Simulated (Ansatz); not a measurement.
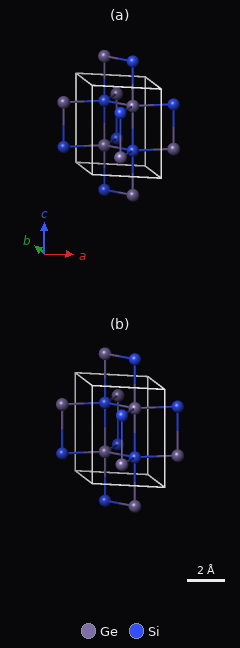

The structure of solid SiGe (built on the h-MgO (five-fold) type) before (top) and after (bottom) a relaxation, at one scale.

Style: ball-and-stick. Shown: the cell of the calculation, slightly off an axis.

The calculation used Ansatz 0.2.0, DFT, PBEsol, plane waves, PAW.

The input:
```yaml
crystal:
  lattice:
    - [3.9803045614, 0.0, 0.0]
    - [-1.9901522807, 3.447044865, 0.0]
    - [0.0, 0.0, 4.9751163]
  atoms:
    - { symbol: Ge, position: [0.3333333333, 0.6666666667, 0.25] }
    - { symbol: Ge, position: [0.6666666667, 0.3333333333, 0.75] }
    - { symbol: Si, position: [0.6666666667, 0.3333333333, 0.25] }
    - { symbol: Si, position: [0.3333333333, 0.6666666667, 0.75] }
kpoints:
  mp_grid: { grid: [6, 6, 4] }
hamiltonian:
  xc: pbesol
scf:
  occupations: { method: fermi_dirac, width: 0.03 }
relax:
  f_tol: 0.01
  cell: {}
  max_steps: 120
output:
  write_density: true
  write_potential: true
  elf: true
  volumetric_format: npy
```

Command:
```bash
ansatz run input.yaml --threads 2 --pin off --max-ram 2211MiB --backend cpu --events-out ev --progress --plain --runs-dir out
```

> Summarise the run.

The atoms keep their places relative to the cell (all moves are under 0.005 Å). Cell: a = b 3.980 → 4.179 Å (+5.0 %), c 4.975 → 5.469 Å (+9.9 %). Volume +21.2 %. Among the contacts that change: Ge1–Si4 2.488 → 2.734 Å, Ge1–Si3 2.298 → 2.413 Å. The space group stays P6_3/mmc (No. 194). Over 5 accepted moves (7 points after the start) the energy falls by 0.870 eV per cell of the calculation. All forces vanish by symmetry, so only the cell relaxes. Pressure: 21.75 GPa at the start and 0.01 GPa at the end. At 2 points the geometry stayed and the basis and grid were re-selected for the new cell (energy shift of 9.2 meV per cell of the calculation at most each time). Cost: 19 s on 2 threads of Intel(R) Xeon(R) Processor @ 2.50GHz (Skylake/Cascade Lake) (shared host), peak memory 0.41 GiB.
